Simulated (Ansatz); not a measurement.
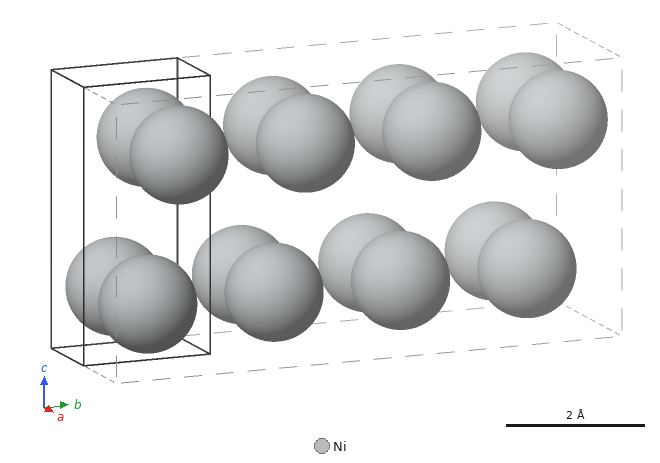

Crystal structure, spheres-only style, seen slightly off an axis. The simulation cell (solid box) is repeated to 2×4×1 cells.

Input for the calculation:
```yaml
crystal:
  lattice:
    - [2.4458371995, 0.0, 0.0]
    - [-1.2229185998, 2.1181571482, 0.0]
    - [0.0, 0.0, 4.0771023895]
  atoms:
    - { symbol: Ni, position: [0.3333333333, 0.6666666667, 0.75] }
    - { symbol: Ni, position: [0.6666666667, 0.3333333333, 0.25] }
basis:
  ecutwfc: 500
  ecutrho_ratio: 4
kpoints:
  mp_grid: { grid: [20, 20, 10] }
hamiltonian:
  xc: r2scan
scf:
  occupations: { method: gaussian, width: 0.05 }
output:
  forces: true
  stress: true
  eigenvalues: true
```

The calculation used DFT r2SCAN, scalar-relativistic, plane waves, PAW (Ansatz), with plane waves to 500 eV, a 20×20×10 sampling of the Brillouin zone, Gaussian smearing of 0.05 eV, no spin polarisation (a spin-restricted run, not always the ground state).

### Is it conducting or gapped at this level?

A metal: bands cross the Fermi level.

### How far is the cell from zero pressure?

The computed pressure is -3.0 GPa (stretched: it would shrink).

Origin of the cell: a structure type filled with this element by a generator (whether the element takes this form wasn't checked). Earlier steps of the study may have refined or changed the cell and positions. It was the input of a calculation with Ansatz.
